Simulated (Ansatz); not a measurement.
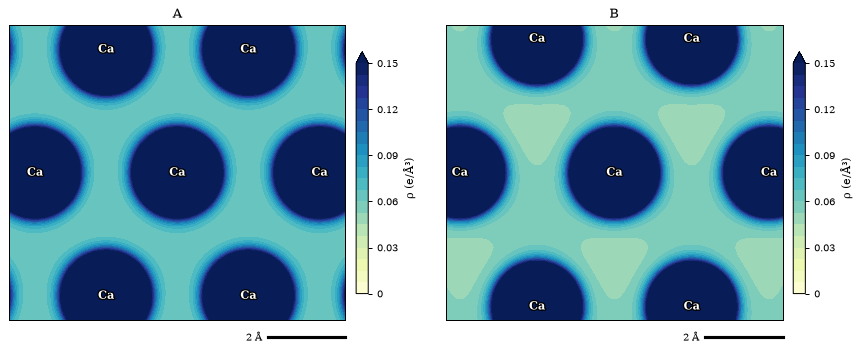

Ca. The valence electron density of two cells that differ in size and shape, on the (001) plane of each (indices in the axes of the calculation cell), at one length scale and on one colour scale: B has 41.1 Å³ an atom and A 36.3.

Space group P6₃/mmc.

All numbers below come from DFT PBEsol, scalar-relativistic, plane waves, PAW (Ansatz 0.2.0).

The density is the valence pseudo-density of a PAW calculation; it isn't the true density close to the nuclei.

Question: What changes from the larger cell to the smaller?

Answer: From the larger cell to the smaller, Ca–Ca goes from 3.98 to 3.66 Å, and the density at its midpoint from 0.05 to 0.06 e/Å³, the ELF there from 0.40 to 0.25; the pressure goes from 0.0 to 2.5 GPa.
